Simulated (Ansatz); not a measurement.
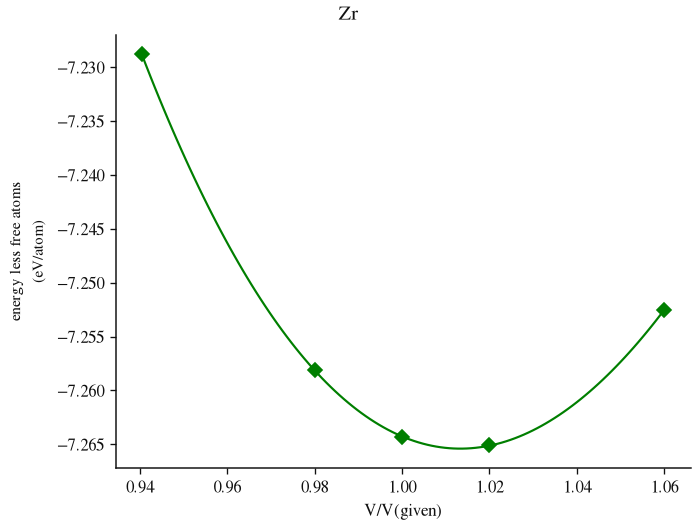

The figure shows the energy less free atoms against V/V(given) for Zr, space group Fm-3m (No. 225).

Structure:
```
CELL_PARAMETERS angstrom
0.00000 2.25500 2.25500
2.25500 0.00000 2.25500
2.25500 2.25500 0.00000
ATOMIC_POSITIONS crystal
Zr 0.00000 0.00000 0.00000
```

How it was computed, with Ansatz 0.2.0: periodic Kohn-Sham DFT of a crystal at fixed atoms, scaled to the stated factor times the given cell; pressure positive in compression, energy less spherical unpolarised free atoms. Level: PBE.

method all-electron LAPW; relativity scalar; k mesh 13×13×13; occupations Fermi–Dirac; smearing width 0.05 eV; basis error target 0.5 (meV/atom); nucleus Gaussian.

V(given) is 22.93 Å³/atom.

From this curve and the settings, what does the calculation give for the pressure at the same points?

The pressure falls from 7.4 GPa at V/V(given) 0.941 to −3.8 GPa at 1.060, and changes sign near 1.013.

```tsv
V/V(given)	pressure (GPa)
0.941	7.4
0.980	3.1
1.000	1.2
1.020	-0.6
1.060	-3.8
```
